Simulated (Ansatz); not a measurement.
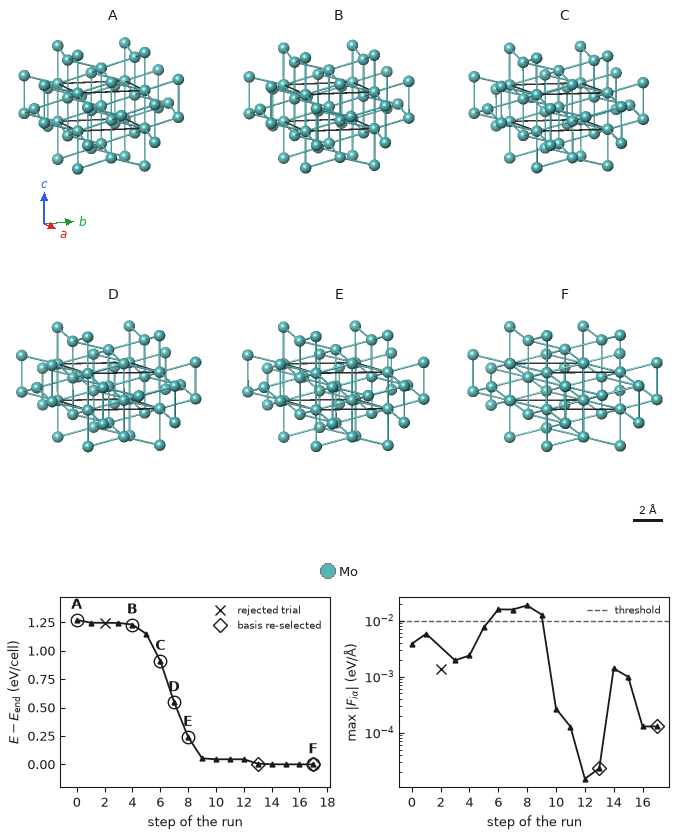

Frames of a relaxation of a crystal of Mo (a generated structure, set up in I4_1/amd), marked on the history of the run. Style: ball-and-stick. Shown: the conventional cell (2 times the calculation's cell), slightly off an axis. Lengths and directions refer to the drawn axes.

Phase: beta-Sn type.

Theory: DFT, PBEsol, plane waves (420 eV) with PAW, scalar-relativistic (Ansatz).

The input:
```yaml
crystal:
  lattice:
    - [-2.4655682571, 2.4655682571, 1.3462002684]
    - [2.4655682571, -2.4655682571, 1.3462002684]
    - [2.4655682571, 2.4655682571, -1.3462002684]
  atoms:
    - { symbol: Mo, position: [0.0, 0.0, 0.0] }
    - { symbol: Mo, position: [0.75, 0.25, 0.5] }
hamiltonian:
  xc: pbesol
  pseudopotentials:
    kind: paw
    azcp:
      Mo: "pseudopotentials/Mo.paw.azcp"
basis:
  ecutwfc: 420
  fft_grid_basis: typed
kpoints:
  mp_grid: { grid: [13, 13, 9], shift: [0, 0, 0] }
magnetization:
  spin_polarized: false
scf:
  occupations: { method: fermi_dirac, width: 0.1 }
relax:
  max_steps: 60
  f_tol: 0.01
  cell: {}
```

Question: What happens along the run?

Answer: No atom moves by more than 0.005 Å relative to the cell. The volume changes by −4.8 %, with a = b 4.931 → 5.176 Å (+5.0 %), c 2.692 → 2.625 Å (−2.5 %), γ 90.0° → 62.4°. Some distances before and after: Mo1–Mo1 3.738 → 2.987 Å, Mo1–Mo2 2.556 → 2.670 Å, Mo1–Mo1 (another image) 2.692 → 2.625 Å. Bond angles that change, for instance: Mo2–Mo1–Mo2 94.0° → 68.0°, Mo2–Mo1–Mo2 94.0° → 119.7°, Mo2–Mo1–Mo2 149.5° → 151.5°. The space group (tolerance 0.01 Å) goes from I4_1/amd (No. 141) to Fddd (No. 70). The energy falls by 1.272 eV per cell of the calculation in 14 accepted moves (17 points after the start). Largest force component: 0.0038 eV/Å at the start, 0.00013 eV/Å at the end. Pressure: −0.28 GPa at the start and 0.01 GPa at the end. The line search rejected the trial step at point 2 of the run. At 2 points the geometry stayed and the basis and grid were re-selected for the new cell (energy shift of 37.9 meV per cell of the calculation at most each time). The program noted that a PAW file was made for another functional than the run's. Cost: 110 s on 2 threads of Intel(R) Xeon(R) Platinum 8259CL CPU @ 2.50GHz (Skylake/Cascade Lake) (shared host), peak memory 0.59 GiB. From step 0 to 4: volume +0.9 %, energy −41.4 meV per cell of the calculation. From step 4 to 6: volume +0.5 %, energy −0.320 eV per cell of the calculation. From step 6 to 7: volume −1.4 %, energy −0.364 eV per cell of the calculation. From step 7 to 8: volume −3.2 %, energy −0.306 eV per cell of the calculation. From step 8 to 17: volume −1.7 %, energy −0.241 eV per cell of the calculation.
